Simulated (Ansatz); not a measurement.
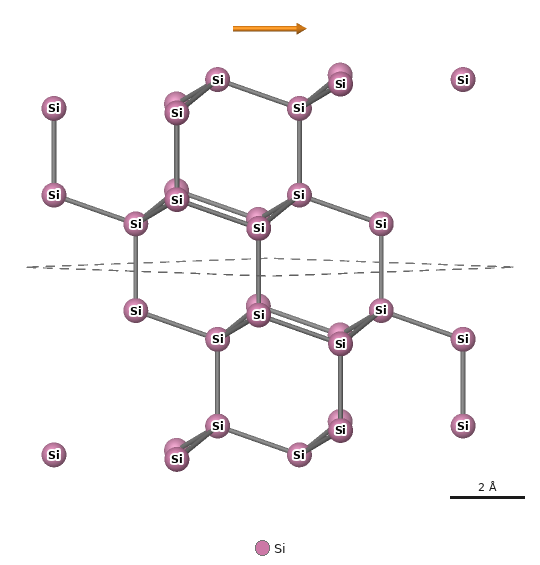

A scan of solid Si (Fd-3m): the crystal above a cut along the (1 1 1) plane of the conventional cell (between a plane of Si below and one of Si above, 2.35 Å apart) is slid rigidly by fractions of an in-plane lattice vector 6.65 Å long (a generalised stacking fault). One cut stands in each cell, which starts 9.4 Å high; nothing is relaxed, and the dashed outline marks the cut, the arrow on top the direction of slip. The picture shows the perfect crystal around the cut (dashed). Style: ball-and-stick. Shown: the layers on both sides of the cut, from the side, nearly along the cut plane.

All numbers below come from DFT PBE, scalar-relativistic, plane waves, PAW in Ansatz 0.2.0. (plane-wave cutoff 420 eV; k-point mesh 8 × 8 × 3; occupations gaussian; smearing width 0.05 eV; no spin polarisation). Energies (free energies at the smearing named) are counted from the cell as listed in its source, which wasn't relaxed.

The input:
```yaml
crystal:
  lattice:
    - [2.71547, -2.71547, 0.0]
    - [2.71547, 0.0, -2.71547]
    - [5.43094, 5.43094, 5.43094]
  atoms:
    - { symbol: Si, position: [0.6666666667, 0.6666666667, 0.8333333333] }
    - { symbol: Si, position: [1.0, 0.0, 0.5] }
    - { symbol: Si, position: [0.3333333333, 0.3333333333, 0.1666666667] }
    - { symbol: Si, position: [0.6666666667, 0.6666666667, 0.0833333333] }
    - { symbol: Si, position: [1.0, 1.0, 0.75] }
    - { symbol: Si, position: [0.3333333333, 0.3333333333, 0.4166666667] }
basis:
  ecutwfc: 420
kpoints:
  mp_grid: { grid: [8, 8, 3] }
hamiltonian:
  xc: pbe
scf:
  occupations: { method: gaussian, width: 0.05 }
output:
  forces: true
  stress: true
  eigenvalues: true
  write_density: true
  write_potential: true
  elf: true
  volumetric_format: npy
```

Launched with:
```bash
ansatz run input.yaml --threads 2 --pin off --max-ram 5120MiB --backend cpu --events-out ev --progress --plain --runs-dir out
```

Q: Predict the energy profile (the slip: 0.000, 0.083, 0.167, 0.250, 0.333, 0.417, 0.500, 0.583, 0.667, 0.750, 0.833, 0.917, 1.000).

A:
```tsv
slip (fraction of the lattice vector)	γ (mJ/m²)
0.000	0
0.083	212
0.167	861
0.250	1699
0.333	2101
0.417	1850
0.500	1579
0.583	1591
0.667	1674
0.750	1455
0.833	794
0.917	202
1.000	0
```

Points that are alike by symmetry were computed once.

The curve starts and ends at zero, since a full lattice vector restores the crystal. Its highest computed point is 2101 mJ/m² at slip 0.333. The local minimum at 0.50 (1579 mJ/m²) is a metastable fault on this line; the lower of the two humps that part it from the perfect crystal is 1674 mJ/m² high. The path isn't symmetric about half-way. Relaxation across the fault would lower the values. The band gap on the mesh, 0.68 eV in the reference, closes at 0.167, 0.25, 0.333, 0.417, 0.50, 0.583, 0.667, 0.75, 0.833, 0.917.

As a plot (hollow markers are points alike by symmetry):

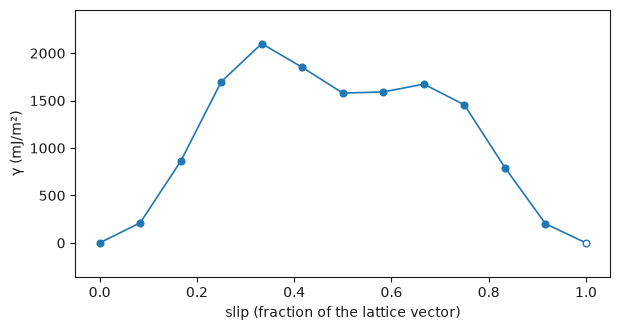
